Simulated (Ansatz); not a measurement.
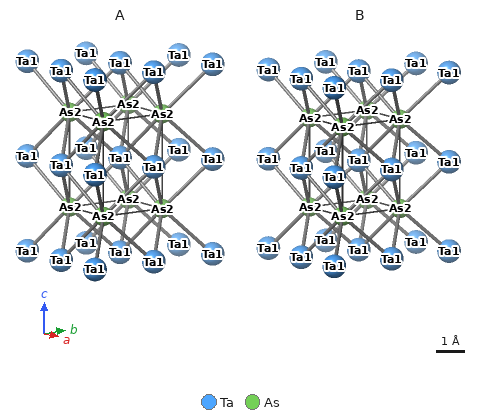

Two geometries of solid TaAs (a generated structure, set up in P-6m2) (coarse preliminary run), drawn at one scale. One is the start of a relaxation, the other its converged end. The picture is a ball-and-stick view of the cell of the calculation, seen slightly off an axis.

Computed with DFT PBE, scalar-relativistic, plane waves, PAW in Ansatz. Set-up: plane-wave cutoff 420 eV; k-point mesh 6 × 6 × 6; occupations gaussian; smearing width 0.1 eV; no spin polarisation; cell and atoms relaxed; force threshold 0.05 eV/Å; at most 60 steps.

Question: Which one is relaxed?

Answer: Structure A is the relaxed one. Case: N → As on all its sites, cell and atoms relaxed. The energy falls by 153 meV per atom in 3 accepted moves (4 points after the start). All forces vanish by symmetry, so only the cell relaxes. The pressure goes from 26.66 to 0.13 GPa. At 1 point the geometry stayed and the basis and grid were re-selected for the new cell (energy shift of 0.9 meV per atom at most each time). The atoms keep their places relative to the cell (all moves are under 0.005 Å). Cell: a = b 3.333 → 3.419 Å (+2.6 %), c 3.274 → 3.475 Å (+6.1 %). Volume +11.7 %. Among the contacts that change: Ta1–Ta1 3.274 → 3.475 Å, Ta1–As2 2.527 → 2.630 Å, Ta1–Ta1 (another image) 3.333 → 3.419 Å. The space group stays P-6m2 (No. 187). The run took 4.7 s on 1 thread of Intel(R) Xeon(R) 6975P-C (Granite Rapids) (shared host), peak memory 0.35 GiB.
